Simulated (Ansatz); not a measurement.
**TaN: density, localisation and related maps**

```xyz
4
Lattice="0.0000 -2.2081 -2.2081 0.0000 2.2081 -2.2081 4.4162 0.0000 0.0000" Properties=species:S:1:pos:R:3 pbc="T T T"
Ta    3.3830    1.1041   -1.1041
Ta    1.0333   -1.1041   -1.1041
N     1.2641    1.1041   -1.1041
N     3.1522   -1.1041   -1.1041
```

Space group P4/nmm; not relaxed (largest force 1.3 eV/Å); PAW files of the earlier set (soft_1).

The calculation used DFT PBE, scalar-relativistic, plane waves, PAW (Ansatz).

The density is the valence pseudo-density of a PAW calculation; it isn't the true density close to the nuclei.

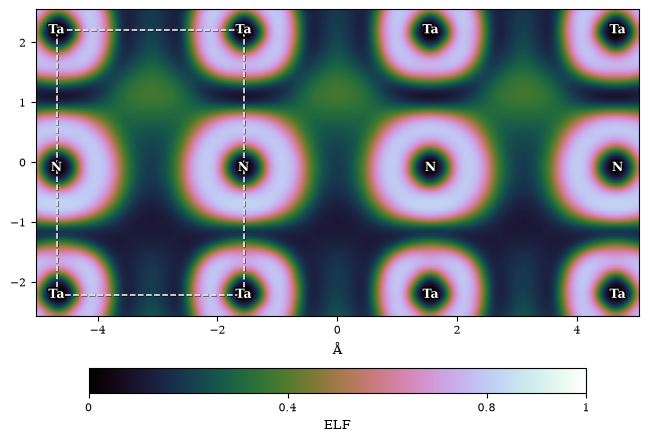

Figure 1. ELF on the (100) plane of the conventional cell.

### Interpret the plot.

The section cuts through Ta and N sites.
Ta–N (2.12 Å): the ELF peaks at about 0.80 in the valence shell of N, 0.6 Å from its nucleus, and drops to about 0.20 between the two atoms (no localised pair shows between them).
Ta–N (2.30 Å): the ELF peaks at about 0.80 in the valence shell of N, 0.7 Å from its nucleus, and is about 0.10 at the midpoint (no shared electron pair shows on this line).
Ta–Ta (3.12 Å): the ELF is about 0.20 at the midpoint; no localised pair shows between them.
The features right at Ta lie inside the PAW spheres, where the map follows smoothed inner orbitals and isn't to be read closely.

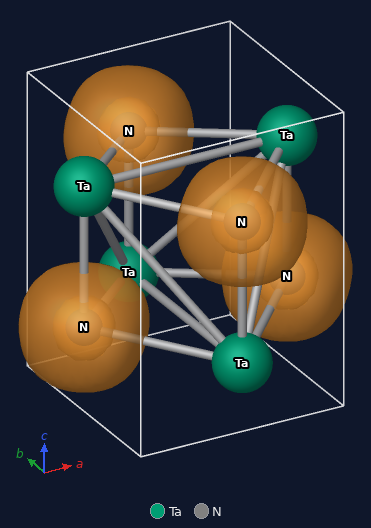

Figure 2. Isosurface of the ELF at 0.65 (orange), seen at an oblique angle. Core shells and regions of very low density are left out. Sticks mark near contacts.

### Identify the bonds, lone pairs and shells in this picture.

At this value the surface marks out two regions wrapped around N (the valence shell of each), counted in one cell of 4 atoms. Any copies at cell faces, edges or corners count once.


 Ta–Ta (3.02 Å): the ELF is about 0.30 at the midpoint (no shared electron pair shows on this line).

### Does the calculation make it a metal, or give it a gap?

It is gapless in this calculation (a metal or semimetal); semilocal functionals without U, or without the true magnetic order, often close the gap of such compounds.
